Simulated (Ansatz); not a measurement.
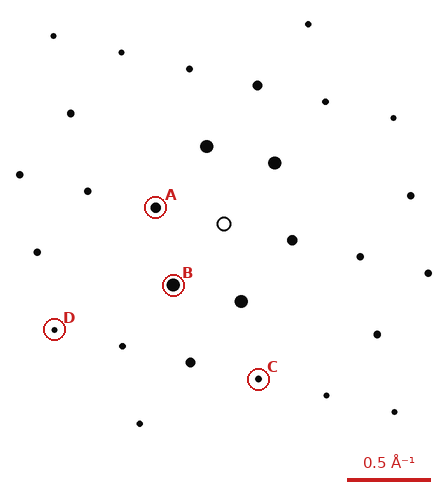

Computed electron diffraction pattern, 120 kV, single scattering only, B = 0.5 Å². The zone axis points towards the electron source and the pattern is seen from the source side.

Rh, space group P6_3/mmc (No. 194), a = 2.738 Å, c = 4.411 Å (hexagonal axes). Structure: the input geometry of an electronic-structure calculation (not necessarily at equilibrium); the starting structure was generated, so it need not be a known form of this composition.

```
Rh
1.0
     2.73785    0.00000    0.00000
    -1.36892    2.37105    0.00000
     0.00000    0.00000    4.41090
Rh
2
Direct
  0.33333 0.66667 0.25000
  0.66667 0.33333 0.75000
```

Spot A is indexed 0 -1 0 and spot B 1 -1 -1.

What are the indices of the remaining marked spots?

Answer. C = −2A + 2B = 2 0 -2 (d = 1.044 Å). D = A + 2B = 2 -3 -2 (d = 0.830 Å).

Give [uvw].

Answer. The cross product of A and B is parallel to [101]; every spot obeys hu + kv + lw = 0.

What are the spacings of A and B and the angle between them?

Answer. d(A) = 2.371 Å, d(B) = 2.088 Å, and the angle is 63.9°.
